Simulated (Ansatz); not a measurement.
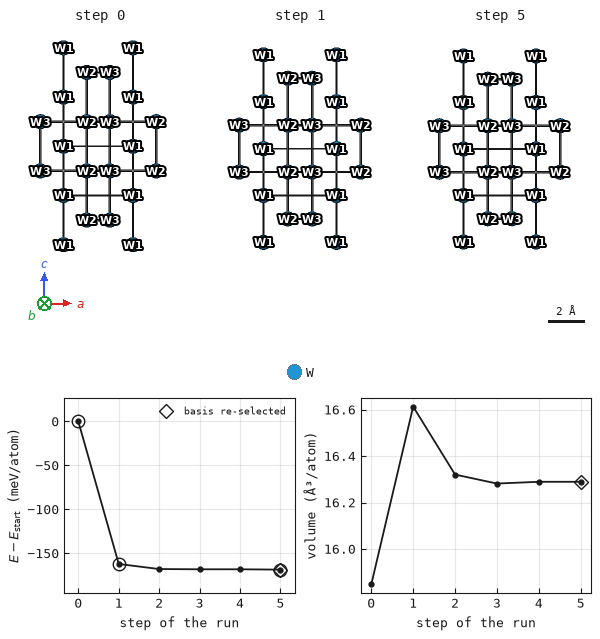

Frames of a relaxation of crystalline W (a generated structure, set up in P6/mmm), marked on the history of the run. A ball-and-stick model of the cell of the calculation, repeated 1 × 1 × 2 with one cell outlined, seen along the b axis.

Phase: omega (AlB2-type).

Method: DFT, r2SCAN, plane waves (500 eV) with PAW, scalar-relativistic in Ansatz 0.2.0.

The input:
```yaml
crystal:
  lattice:
    - [4.4740055658, 0.0, 0.0]
    - [-2.2370027829, 3.8746024767, 0.0]
    - [0.0, 0.0, 2.7425654118]
  atoms:
    - { symbol: W, position: [0.0, 0.0, 0.0] }
    - { symbol: W, position: [0.3333333333, 0.6666666667, 0.5] }
    - { symbol: W, position: [0.6666666667, 0.3333333333, 0.5] }
hamiltonian:
  xc: r2scan
  pseudopotentials:
    kind: paw
    azcp:
      W: "pseudopotentials/W.paw.azcp"
basis:
  ecutwfc: 500
  fft_grid_basis: typed
kpoints:
  mp_grid: { grid: [8, 8, 11], shift: [0, 0, 0] }
magnetization:
  spin_polarized: false
scf:
  occupations: { method: fermi_dirac, width: 0.1 }
relax:
  max_steps: 60
  f_tol: 0.01
  cell: {}
output:
  write_density: true
  write_potential: true
  elf: true
  volumetric_format: npy
```

Launched with:
```bash
ansatz run input.yaml --threads 1 --pin off --max-ram 3584MiB --backend cpu --events-out ev --progress --plain --runs-dir out
```

Describe the path.

No atom moves by more than 0.005 Å relative to the cell. The drawn cell changes as follows: a = b 4.474 → 4.666 Å (+4.3 %), c 2.743 → 2.592 Å (−5.5 %); the volume changes by +2.8 %. Some distances before and after: W1–W1 2.743 → 2.592 Å, W2–W3 2.583 → 2.694 Å, W1–W2 2.924 → 2.989 Å. The space group stays P6/mmm (No. 191). Over 4 accepted moves (5 points after the start) the energy falls by 169 meV per atom. All forces vanish by symmetry, so only the cell relaxes. The pressure goes from 8.96 to 0.01 GPa. At 1 point the geometry stayed and the basis and grid were re-selected for the new cell (energy shift of 0.4 meV per atom at most each time). From step 0 to 1: volume +4.8 %, energy −162 meV per atom. From step 1 to 5: volume −1.9 %, energy −6.4 meV per atom.
